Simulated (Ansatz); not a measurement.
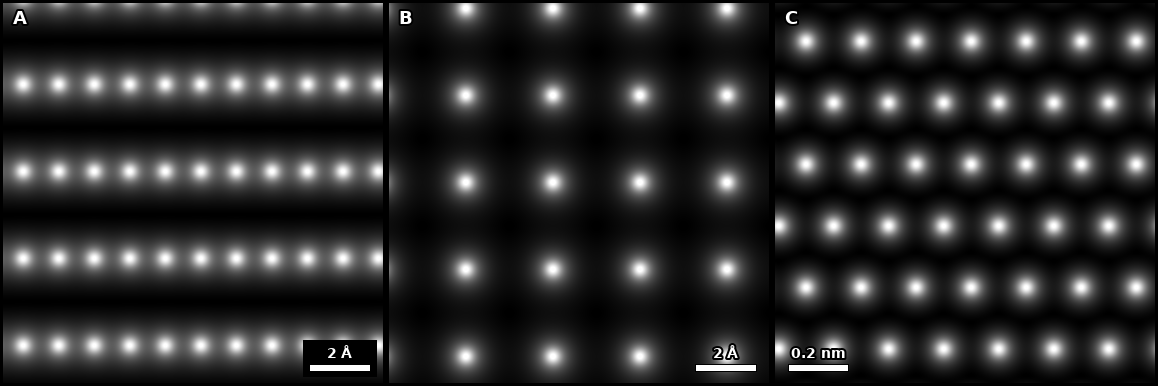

Three views of La (Im-3m, No. 229) along different zone axes. Computed as the sum of neutral-atom potentials (tabulated electron scattering factors, B = 0.5 Å²) projected along the beam and smoothed by 0.25 Å; brighter is more positive. The display is stretched by a gamma of 0.7; percentages refer to the linear signal. Atomic positions: the geometry given to an electronic-structure calculation, possibly off equilibrium; the starting structure was generated, so it need not be a known form of this composition.

```cif
data_structure
_symmetry_space_group_name_H-M 'P 1'
_symmetry_Int_Tables_number 1
_cell_length_a 4.2106
_cell_length_b 4.2106
_cell_length_c 4.2106
_cell_angle_alpha 90.000
_cell_angle_beta 90.000
_cell_angle_gamma 90.000
_cell_volume 74.65
loop_
_atom_site_label
_atom_site_type_symbol
_atom_site_fract_x
_atom_site_fract_y
_atom_site_fract_z
_atom_site_occupancy
La1 La 0.00000 0.00000 0.00000 1
La2 La 0.50000 0.50000 0.50000 1
```

> Match the panels to the zone axes [001], [210] and [211].

A is [211]: projected cell 1.22 × 2.98 Å, 90°, plane group p2mm. B is [001]: projected cell 2.98 × 2.98 Å, 90°, plane group p4mm. C is [210]: projected cell 1.88 × 2.31 Å, 114°, plane group c2mm.
